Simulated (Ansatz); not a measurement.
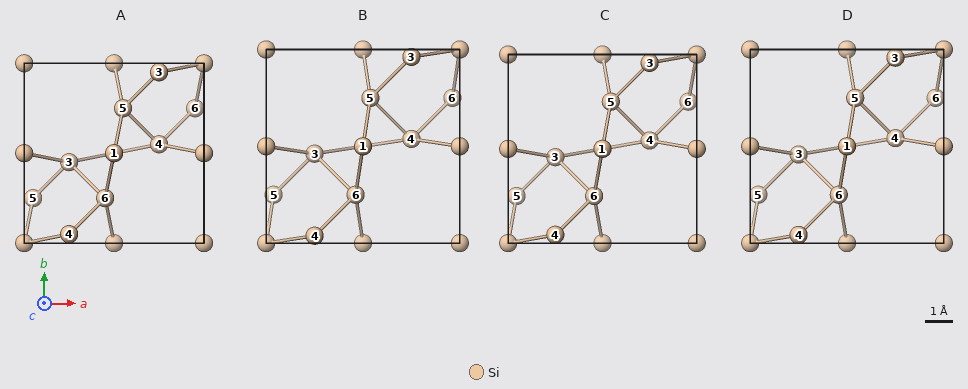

4 geometries from one relaxation of crystalline Si (a generated structure, set up in I4_122) (coarse preliminary run), in shuffled order. A ball-and-stick model of the conventional cell (2 times the calculation's cell), seen along the c axis. Lengths and directions refer to the drawn axes.

Level of theory: DFT PBE, scalar-relativistic, plane waves, PAW in Ansatz 0.2.0. Set-up: plane-wave cutoff 420 eV; k-point mesh 6 × 6 × 6; occupations gaussian; smearing width 0.1 eV; no spin polarisation; cell and atoms relaxed; force threshold 0.04 eV/Å; at most 70 steps.

Q: Order the frames from highest to lowest energy.

A: A, C, D, B. They are steps 0, 1, 2, 6, at +365 meV per atom, +62.7 meV per atom, +7.2 meV per atom relative to the last. The largest moves relative to the cell, 0.084 Å, are those of Si atoms. Cell: a = b 6.666 → 7.177 Å (+7.7 %), c 3.986 → 4.203 Å (+5.4 %). Volume +22.2 %. Near-neighbour distances that change, for instance: Si–Si 2.134 → 2.393 Å, Si–Si 2.263 → 2.404 Å. Among the angles between lasting bonds that change: Si–Si–Si 130.7° → 126.9°, Si–Si–Si 163.1° → 166.9°, Si–Si–Si 86.5° → 83.5°. The space group stays I4_122 (No. 98). After 5 accepted moves (6 points after the start) the energy has fallen by 365 meV per atom. The largest force component goes from 3.3 to 0.0029 eV/Å. The pressure goes from 34.20 to 0.00 GPa. The SCF was repeated once at an unchanged geometry on a basis and grid sized afresh for the cell, which shifted the energy by 1.8 meV per atom at most.
